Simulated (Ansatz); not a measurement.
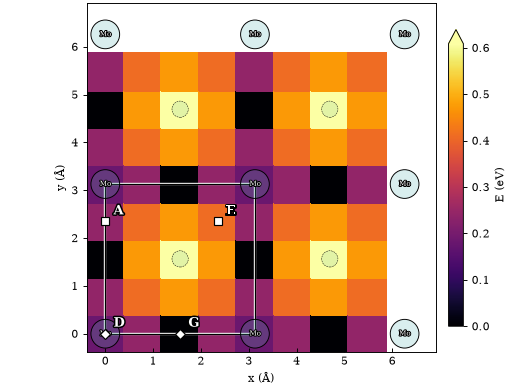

F on a Mo(100) slab cut from the Im-3m phase (5 atoms of substrate and one adsorbate in a 1 × 1 cell). 
- One F atom a 1 × 1 cell is placed over a mesh of places on the rigid (1 0 0) surface, and only its height is relaxed.
- Places are given modulo a cell vector. The map is drawn in real space over the plane of the surface.
- The scan uses a 4 × 4 grid.
- Energies: eV, counted from the lowest grid point.
- With one adsorbate in each 1 × 1 cell, its nearest image is 3.1 Å away, so neighbouring adsorbates interact.
- Theory: DFT PBEsol, scalar-relativistic, plane waves, PAW in Ansatz 0.2.0.

The picture shows one coloured cell a grid point, labelled circles for the atoms of the top layer and small ones for the second layer, the outline of one cell of the 2 × 2 shown, one colour for all values above the top of the scale, lettered points.

### Is G the lowest point of the computed grid?

Yes. G, at a bridge site between two Mo atoms, (2/4, 0/4) of the cell vectors, has the lowest energy of the grid.

### Rank the lettered points by energy, lowest first.

G (0.000 eV), D (0.182 eV), A (0.242 eV), E (0.410 eV).
